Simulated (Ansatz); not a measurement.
```
Rh
1.0
     2.72137    0.00000    0.00000
    -1.36069    2.35678    0.00000
     0.00000    0.00000    4.39624
Rh
2
Direct
  0.66667 0.33333 0.75000
  0.33333 0.66667 0.25000
```

Space group P6₃/mmc; a structure from a database of computed crystals, not necessarily the ambient phase; computed without spin polarisation.

Level of theory: DFT PBE, scalar-relativistic, plane waves, PAW in Ansatz 0.2.0.

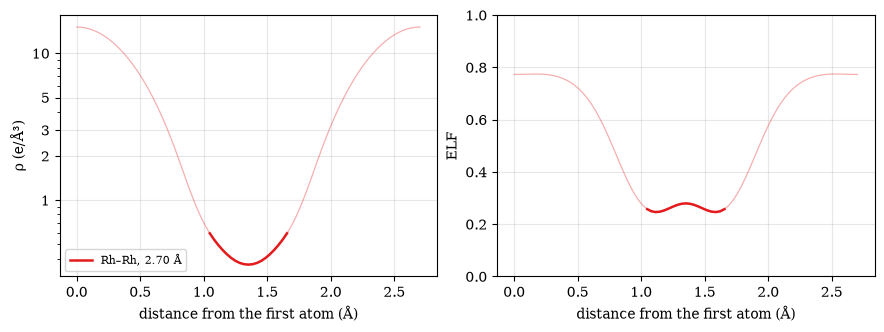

Rh. Valence electron density and electron localisation function along straight lines between neighbouring atoms. Thin, pale parts lie inside the atomic spheres.

In a PAW calculation such maps are meaningful between the atoms, not at the nuclei.

What can be read from the curves?

Rh–Rh (2.70 Å): ρ is about 0.36 e/Å³ halfway; the ELF is about 0.30 at the midpoint (no shared electron pair shows on this line).
